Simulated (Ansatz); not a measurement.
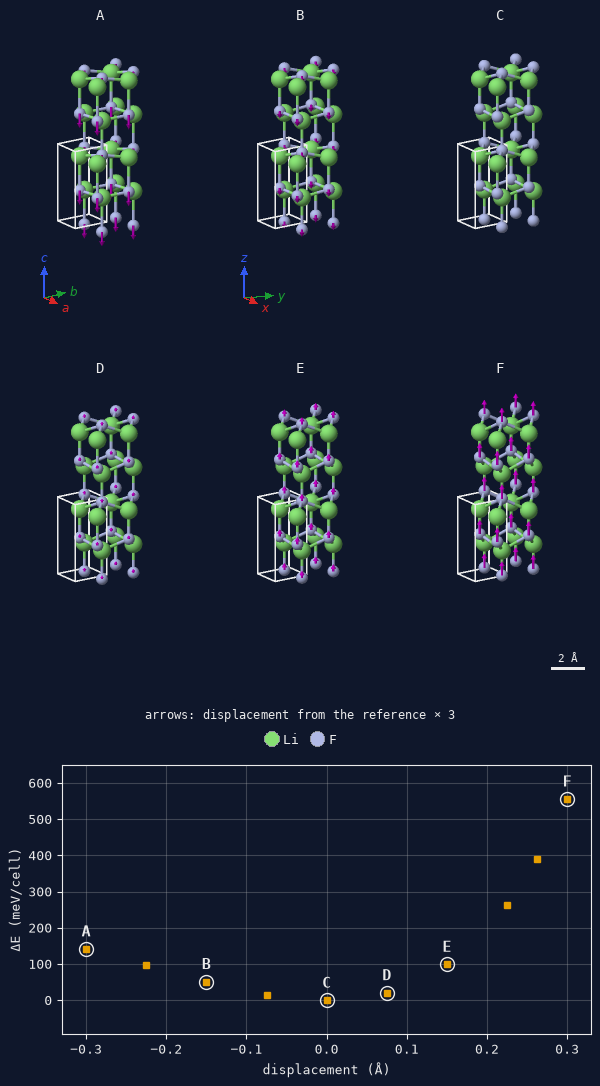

A crystal of LiF (P6_3mc): the whole F sublattice is shifted rigidly, along Cartesian [0 0 1], all else fixed. The lettered frames are marked on the plot. A ball-and-stick model of the cell of the calculation, repeated 2 × 2 × 2 with one cell outlined, seen slightly off an axis. Purple arrows: displacements from the reference.

The calculation used Ansatz 0.2.0, DFT PBEsol, scalar-relativistic, plane waves, PAW. Settings: plane-wave cutoff 420 eV; k-point mesh 9 × 9 × 6; occupations gaussian; smearing width 0.05 eV; no spin polarisation. Energies (free energies at the smearing named) are counted from the cell as listed in its source, which wasn't relaxed.

Question: Describe the profile.

Answer: Of the computed points the lowest is at the displacement 0.00 Å, 0 meV/cell. The curvature at zero is about 6.8 eV/Å² per cell. The well is lopsided: at ±0.3000 Å the energy is 3.9 times higher on the positive side. At the highest point the shortest interatomic distance is 1.56 Å, against 1.85 Å in the reference. The distortion keeps the space group P6_3mc.

The computed points:

| displacement (Å) | ΔE (meV/cell) |
| --- | --- |
| −0.3000 | 142 |
| −0.2250 | 97 |
| −0.1500 | 52 |
| −0.0750 | 15 |
| 0.0000 | 0 |
| 0.0750 | 21 |
| 0.1500 | 99 |
| 0.2250 | 264 |
| 0.2625 | 391 |
| 0.3000 | 556 |
